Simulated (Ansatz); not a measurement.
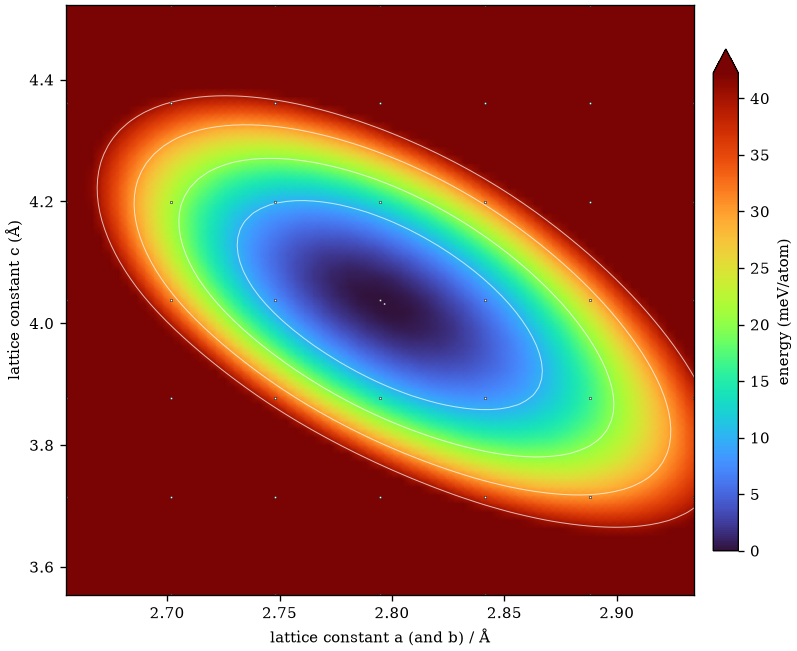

TiAl (P4/mmm, No. 123; 2 atoms in the cell). The energy is mapped over the lattice constants a and c of the conventional cell. First axis: lattice constant a (and b). Second axis: lattice constant c. Nothing is relaxed (symmetry fixes all fractional coordinates). Grid: 7 × 7 points. Points are written as (first, second). All energies are given in meV/atom relative to the lowest grid point. All numbers below come from Ansatz, DFT PBEsol, scalar-relativistic, plane waves, PAW. Settings: cutoff 520 eV, k-mesh 16×16×12 in the order of the run's cell vectors, gaussian smearing 0.15 eV, no spin polarisation.

Drawn: a smooth colour map with a few white contour lines, dots at the grid points, one colour for all values above the top of the scale. Between grid points the surface is interpolated.

Estimate the position of the minimum and the force constants in these coordinates.

Answer. The interpolated minimum is at lattice constant a (and b) ≈ 2.795 Å, lattice constant c ≈ 4.038 Å. The curvatures there are about 14 eV/Å² and 2.2 eV/Å², with a cross term of about 3.2 eV/Å² (per cell of 2 atoms). Round the minimum the valley is strongly tilted: raising lattice constant a (and b) shifts the best value of lattice constant c downwards (coupling k₁₂/√(k₁₁k₂₂) about 0.6).

PAW datasets: the set soft_1.
